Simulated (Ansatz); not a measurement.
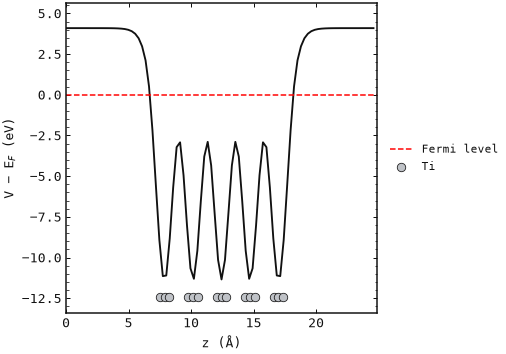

Plane-averaged electrostatic potential energy of an electron across the slab; circles at the bottom mark the heights of the atoms.

Calculation on a (101) slab cut from Ti (P6/mmm), unrelaxed, 15 atoms in the cell.

Method: DFT PBEsol, scalar-relativistic, plane waves, PAW, no spin polarisation, 9×7×1 k mesh, Gaussian smearing of 0.1 eV (Ansatz 0.2.0).

> Read off the work function of each face.

The work function is 4.10 eV, the same on both faces. The two vacuum levels agree, so the slab has no net dipole along its normal.

> How thick are slab and vacuum?

The outermost atoms are 9.9 Å apart, which leaves 15.0 Å of vacuum in a cell 24.9 Å high.

The atoms aren't at rest in this cell (largest force 0.6 eV/Å), so the relaxed material can differ.
